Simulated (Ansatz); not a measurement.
SnS₂

The calculation's input:

```
crystal:
  lattice:
    - [-5.5546873704, -3.2070002486, -6.8276761257]
    - [0.0, 6.4140004972, -6.8276761257]
    - [5.5546873704, -3.2070002486, -6.8276761257]
  atoms:
    - { symbol: Sn, position: [0.6666666667, 0.0, 0.3333333333] }
    - { symbol: Sn, position: [0.6666666667, 0.3333333333, 0.0] }
    - { symbol: Sn, position: [0.3333333333, 0.0, 0.6666666667] }
    - { symbol: Sn, position: [0.6666666667, 0.6666666667, 0.6666666667] }
    - { symbol: Sn, position: [0.3333333333, 0.3333333333, 0.3333333333] }
    - { symbol: Sn, position: [0.0, 0.0, 0.0] }
    - { symbol: Sn, position: [0.3333333333, 0.6666666667, 0.0] }
    - { symbol: Sn, position: [1.0, 0.3333333333, 0.6666666667] }
    - { symbol: Sn, position: [1.0, 0.6666666667, 0.3333333333] }
    - { symbol: S, position: [0.4834055591, 0.1500722258, 0.1500722258] }
    - { symbol: S, position: [0.4834055591, 0.4834055591, 0.8167388924] }
    - { symbol: S, position: [0.1500722258, 0.1500722258, 0.4834055591] }
    - { symbol: S, position: [0.4834055591, 0.8167388924, 0.4834055591] }
    - { symbol: S, position: [0.1500722258, 0.4834055591, 0.1500722258] }
    - { symbol: S, position: [0.8167388924, 0.1500722258, 0.8167388924] }
    - { symbol: S, position: [0.1500722258, 0.8167388924, 0.8167388924] }
    - { symbol: S, position: [0.8167388924, 0.4834055591, 0.4834055591] }
    - { symbol: S, position: [0.8167388924, 0.8167388924, 0.1500722258] }
    - { symbol: S, position: [0.1832611076, 0.8499277742, 0.1832611076] }
    - { symbol: S, position: [0.1832611076, 0.1832611076, 0.8499277742] }
    - { symbol: S, position: [0.8499277742, 0.8499277742, 0.5165944409] }
    - { symbol: S, position: [0.1832611076, 0.5165944409, 0.5165944409] }
    - { symbol: S, position: [0.8499277742, 0.1832611076, 0.1832611076] }
    - { symbol: S, position: [0.5165944409, 0.8499277742, 0.8499277742] }
    - { symbol: S, position: [0.8499277742, 0.5165944409, 0.8499277742] }
    - { symbol: S, position: [0.5165944409, 0.1832611076, 0.5165944409] }
    - { symbol: S, position: [0.5165944409, 0.5165944409, 0.1832611076] }
basis:
  ecutwfc: 420
  xc_grid: 2
kpoints:
  mp_grid: { grid: [2, 2, 2], shift: [0.5, 0.5, 0.5] }
hamiltonian:
  xc: pbe
scf:
  occupations: { method: gaussian, width: 0.01 }
output:
  forces: true
  stress: true
  eigenvalues: true
  write_density: true
  write_potential: true
  elf: true
  volumetric_format: npy
```

Run with:

```sh
ansatz run input.yaml --threads 4 --pin off --max-ram 10240MiB --backend cpu --events-out ev --progress --plain --runs-dir out
```

Space group P-3m1; a structure from a database of computed crystals, not necessarily the ambient phase.

Theory: DFT PBE, scalar-relativistic, plane waves, PAW (Ansatz 0.2.0).

### What can the converged valence pseudo-density and electron localisation function tell about the bonding?

Sn–S (2.60 Å): ρ at the midpoint is about 0.43 e/Å³; the ELF peaks at about 0.85 in the valence shell of S, 0.8 Å from its nucleus, and is about 0.55 at the midpoint.

### Does the calculation give a band gap?

It is gapped, with a Kohn–Sham gap of 1.6 eV on the k-point mesh, an upper bound to the gap of this method.

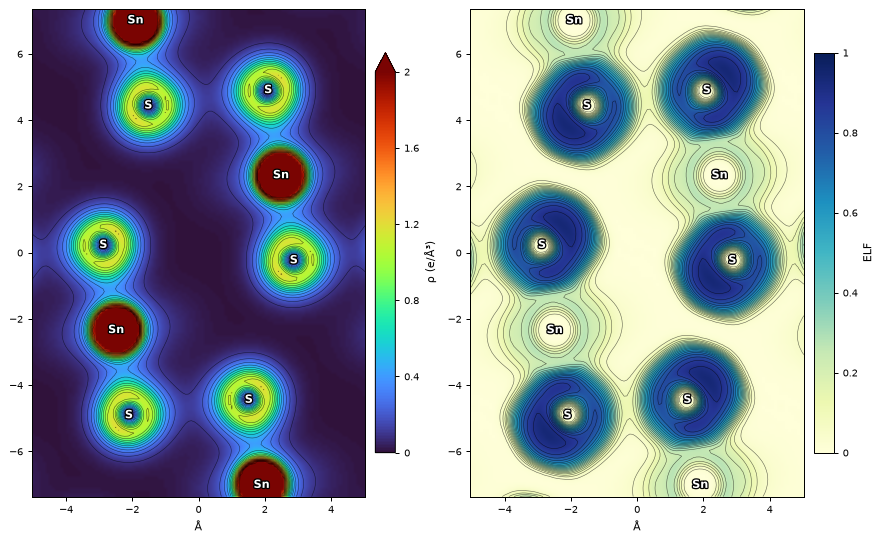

Computed valence pseudo-density and electron localisation function on the (101̄) plane of the calculation cell, in this order. 

In a PAW calculation such maps are meaningful between the atoms, not at the nuclei.
